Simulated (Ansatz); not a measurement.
# What a change does: single-point calculation on Ti

System: Ti (4 atoms in the cell).
Method of run 1: DFT, LDA, all-electron LAPW, scalar-relativistic, no spin polarisation (Ansatz 0.2.0).

Text and figures count atoms from 1; the logs count them from 0 in places.

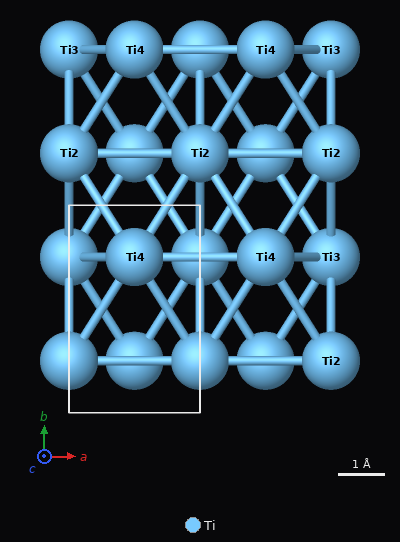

Figure 1. The input geometry (ball-and-stick view of the cell of the calculation, repeated 2 × 2 × 1, along the c axis; atoms are numbered from 1 in the order of the input). An atom can appear more than once, as a periodic image.

### The input, run 1
```yaml
crystal:
  lattice:
    - [-1.4321410176, 2.4805410062, 0.0]
    - [0.0, 0.0, 4.537795965]
    - [4.2964230529, 2.4805410062, 0.0]
  atoms:
    - { symbol: Ti, position: [0.5, 0.25, 0.166666667] }
    - { symbol: Ti, position: [0.0, 0.25, 0.666666667] }
    - { symbol: Ti, position: [0.0, 0.75, 0.333333333] }
    - { symbol: Ti, position: [0.5, 0.75, 0.833333333] }
kpoints:
  mp_grid: { grid: [14, 9, 8] }
scf:
  occupations: { method: fermi_dirac, width: 0.1 }
hamiltonian:
  xc: lda
  pseudopotentials: { kind: all_electron, lapw: { basis_error: 0.001 } }
output:
  forces: true
  stress: true
  eigenvalues: true
```

Launched with:
```bash
ansatz run input.yaml --threads 2 --pin off --max-ram 4096MiB --backend cpu --events-out ev --progress --plain --runs-dir out
```

Hardware: 2 threads of Arm Neoverse V1, 24 GiB of memory available, shared host.

### Output, shortened to warnings, some set-up lines, iterations and results (run 1)
```
Basis set: ecut = 234.2028893311231 eV, 529 PW (Γ), exchange–correlation at level 2
Symmetry: 16 space group operations
k-points: 200 of 1008
Initial density: superposition of atomic densities (chi_scale 0.1, normalization cell)
[...]
SCF iter   1: F=—  HF=-92736.987307 eV  |F-HF|=—  |Δ(HF+E_count)|=         —  Δρ=2.54e-2  dr2=2.97e-1  ethr=6.18e-4  ⟨swp⟩=4.1  Hψ=42240  notcnv=0
SCF iter   2: F=—  HF=-92736.369380 eV  |F-HF|=—  |Δ(HF+E_count)|=   6.18e-1  Δρ=9.42e-3  dr2=5.57e-2  ethr=6.18e-4  ⟨swp⟩=3.3  Hψ=22153  notcnv=0
SCF iter   3: F=—  HF=-92736.336310 eV  |F-HF|=—  |Δ(HF+E_count)|=         —  Δρ=7.96e-3  dr2=3.75e-2  ethr=1.16e-4  ⟨swp⟩=2.9  Hψ=20151  notcnv=0
SCF iter   4: F=—  HF=-92736.329101 eV  |F-HF|=—  |Δ(HF+E_count)|=   7.21e-3  Δρ=2.13e-3  dr2=2.98e-3  ethr=6.21e-6  ⟨swp⟩=2.0  Hψ=32021  notcnv=0
SCF iter   5: F=—  HF=-92736.328595 eV  |F-HF|=—  |Δ(HF+E_count)|=   5.06e-4  Δρ=3.12e-4  dr2=6.90e-5  ethr=6.21e-6  ⟨swp⟩=2.1  Hψ=19531  notcnv=0
SCF iter   6: F=—  HF=-92736.328593 eV  |F-HF|=—  |Δ(HF+E_count)|=   2.69e-6  Δρ=8.77e-5  dr2=5.35e-6  ethr=1.44e-7  ⟨swp⟩=2.2  Hψ=19562  notcnv=0
SCF iter   7: F=—  HF=-92736.328592 eV  |F-HF|=—  |Δ(HF+E_count)|=   5.27e-7  Δρ=2.09e-5  dr2=3.33e-7  ethr=1.11e-8  ⟨swp⟩=2.1  Hψ=19526  notcnv=0
SCF iter   8: F=-92736.328592 eV  HF=-92736.328592 eV  |F-HF|=1.06e-8  |Δ(HF+E_count)|=   8.80e-8  Δρ=3.99e-6  dr2=9.92e-9  ethr=6.94e-10  ⟨swp⟩=2.3  Hψ=19582  notcnv=0
SCF 1 converged in 8 iterations: F = -92736.328592 eV  dr2 = 9.92e-9
SCF converged after 8 iterations
Free energy (F): -92736.328592 eV
Harris-Foulkes:  -92736.328592 eV  (|F-HF|=1.06e-8)
Internal energy: -92736.182319 eV  (E = F + TS)
E sigma→0 (E₀):  -92736.255455 eV
Entropy (-TS):   -0.146273 eV (-36.568 meV/atom)
Fermi energy:    14.699298 eV
--- Per-component energies (eV) ---
  E_band       = -550.205663
  E_kinetic    = 93580.430144
  E_xc         = -4393.262921
  E_electrostatic = -181923.349542  (all electrons and nuclei)
  E_smearing   = -0.146273  (= −TS)
  E_closure    = 0.000000  (closes the sum)
  E_atoms      = -92706.228398  (free atoms, spherical and without spin; not in F)
  Σ components = -92736.328592   (vs F -92736.328592, Δ=0.00e0)
  Basis errors (estimates in eV, not in F): energy 1.2e-4 per atom: plane waves 8.8e-5 (4.6e-5 summed), levels above the bands 1.9e-7, relativity 3.1e-9, radial functions 2.8e-5, core shells 6.1e-8; eigenvalues (radial functions only) 1.0e-6; not estimated: angular momenta, meshes, grids; target …
--- Forces (eV/Å), atoms counted from 1 ---
  atom   1  Ti    -0.00018386    -0.00010615     0.00000000
  atom   2  Ti    -0.00018386    -0.00010615     0.00000000
  atom   3  Ti     0.00018386     0.00010615    -0.00000000
  atom   4  Ti     0.00018386     0.00010615    -0.00000000
  max |Σ_I F_I| component: 5.20e-18 eV/Å
--- Stress (GPa, compression-positive) ---
        0.017349      -0.002228      -0.000000
       -0.002228       0.019922      -0.000000
       -0.000000      -0.000000      -0.022824
  P = ⅓ Tr σ = 0.0048 GPa (0.048 kbar)
```

The input of run 2 differs as follows (lines with − go, lines with + come):
```diff
-  mp_grid: { grid: [14, 9, 8] }
+  mp_grid: { grid: [11, 7, 6] }
+  hubbard: { sites: [{ species: Ti, l: d, u_eff: 5.0 }], double_counting: fll }
```

Predict how the results change.

The total energies belong to different models, so their difference says nothing on which is more stable or more accurate. The pressure goes from 0.00 to 8.31 GPa. The SCF takes 10 iterations against 8. The irreducible k-points go from 200 to 96.

### Output, shortened to warnings, some set-up lines, iterations and results (run 2)
```
Basis set: ecut = 234.2028893311231 eV, 529 PW (Γ), exchange–correlation at level 2
Symmetry: 16 space group operations
k-points: 96 of 462
Initial density: superposition of atomic densities (chi_scale 0.1, normalization cell)
[...]
SCF iter   1: F=—  HF=-92715.737909 eV  |F-HF|=—  |Δ(HF+E_count)|=         —  Δρ=3.49e-2  dr2=5.32e-1  ethr=1.11e-3  ⟨swp⟩=3.9  Hψ=19900  notcnv=0
SCF iter   2: F=—  HF=-92715.041989 eV  |F-HF|=—  |Δ(HF+E_count)|=   6.96e-1  Δρ=9.80e-3  dr2=5.96e-2  ethr=1.11e-3  ⟨swp⟩=3.9  Hψ=10833  notcnv=0
SCF iter   3: F=—  HF=-92715.204848 eV  |F-HF|=—  |Δ(HF+E_count)|=   1.63e-1  Δρ=8.41e-3  dr2=4.04e-2  ethr=1.24e-4  ⟨swp⟩=3.1  Hψ=10026  notcnv=0
SCF iter   4: F=—  HF=-92715.336422 eV  |F-HF|=—  |Δ(HF+E_count)|=         —  Δρ=2.25e-3  dr2=2.85e-3  ethr=5.94e-6  ⟨swp⟩=2.0  Hψ=16330  notcnv=0
SCF iter   5: F=—  HF=-92715.350461 eV  |F-HF|=—  |Δ(HF+E_count)|=   1.40e-2  Δρ=9.47e-4  dr2=4.13e-4  ethr=5.94e-6  ⟨swp⟩=3.2  Hψ=10362  notcnv=0
SCF iter   6: F=—  HF=-92715.357555 eV  |F-HF|=—  |Δ(HF+E_count)|=   7.09e-3  Δρ=8.57e-4  dr2=4.45e-4  ethr=8.61e-7  ⟨swp⟩=4.0  Hψ=10831  notcnv=0
SCF iter   7: F=—  HF=-92715.360165 eV  |F-HF|=—  |Δ(HF+E_count)|=   2.61e-3  Δρ=3.32e-4  dr2=7.55e-5  ethr=8.61e-7  ⟨swp⟩=4.0  Hψ=10869  notcnv=0
SCF iter   8: F=—  HF=-92715.360129 eV  |F-HF|=—  |Δ(HF+E_count)|=   3.65e-5  Δρ=6.14e-5  dr2=2.51e-6  ethr=1.57e-7  ⟨swp⟩=3.0  Hψ=9797  notcnv=0
SCF iter   9: F=—  HF=-92715.360129 eV  |F-HF|=—  |Δ(HF+E_count)|=   3.75e-7  Δρ=1.49e-5  dr2=1.47e-7  ethr=5.23e-9  ⟨swp⟩=3.1  Hψ=10175  notcnv=0
SCF iter  10: F=-92715.360129 eV  HF=-92715.360129 eV  |F-HF|=2.53e-9  |Δ(HF+E_count)|=   2.98e-7  Δρ=7.67e-6  dr2=3.84e-8  ethr=3.07e-10  ⟨swp⟩=3.0  Hψ=9769  notcnv=0
SCF 1 converged in 10 iterations: F = -92715.360129 eV  dr2 = 3.84e-8
SCF converged after 10 iterations
Free energy (F): -92715.360129 eV
Harris-Foulkes:  -92715.360129 eV  (|F-HF|=2.53e-9)
Internal energy: -92715.219737 eV  (E = F + TS)
E sigma→0 (E₀):  -92715.289933 eV
Entropy (-TS):   -0.140392 eV (-35.098 meV/atom)
Fermi energy:    15.369924 eV
--- Per-component energies (eV) ---
  E_band       = -549.197350
  E_kinetic    = 93584.659272
  E_xc         = -4391.842647
  E_hubbard    = 20.499231  (on-site DFT+U / exact-exchange correction)
  E_vhub       = 11.229941  (the Hubbard potential's part of the band-sum identity)
  E_electrostatic = -181928.535593  (all electrons and nuclei)
  E_smearing   = -0.140392  (= −TS)
  E_closure    = 0.000000  (closes the sum)
  E_atoms      = -92706.228398  (free atoms, spherical and without spin; not in F)
  Σ components = -92715.360129   (vs F -92715.360129, Δ=0.00e0)
  Basis errors (estimates in eV, not in F): energy 1.5e-4 per atom: plane waves 8.6e-5 (4.4e-5 summed), levels above the bands 6.8e-8, relativity 3.0e-9, radial functions 6.2e-5, core shells 6.1e-8; eigenvalues (radial functions only) 1.1e-6; not estimated: angular momenta, meshes, grids; target …
--- Forces (eV/Å), atoms counted from 1 ---
  atom   1  Ti    -0.00012200    -0.00007044     0.00000000
  atom   2  Ti    -0.00012200    -0.00007044     0.00000000
  atom   3  Ti     0.00012200     0.00007044    -0.00000000
  atom   4  Ti     0.00012200     0.00007044    -0.00000000
  max |Σ_I F_I| component: 5.20e-18 eV/Å
--- Stress (GPa, compression-positive) ---
        8.026875       0.014753      -0.000000
        0.014753       8.009839      -0.000000
       -0.000000      -0.000000       8.905447
  P = ⅓ Tr σ = 8.3141 GPa (83.141 kbar)
Occupation matrices written to [file]
```

### The two runs side by side

| quantity | run 1 | run 2 |
| --- | --- | --- |
| outcome | converged | converged |
| free energy per atom (eV) | −23184.0821 | −23178.8400 |
| energy per atom, smearing taken to zero (eV) | −23184.0639 | −23178.8225 |
| pressure (GPa) | 0.00 | 8.31 |
| largest force (eV/Å) | 0.000 | 0.000 |
| SCF iterations | 8 | 10 |
| irreducible k-points | 200 | 96 |
| plane waves at Γ | 529 | 529 |
| wall time (shared host) | 52 s | 46 s |

For run 2: These settings are looser than, or depart from, a standard set-up, so the numbers are not reference values for this system.
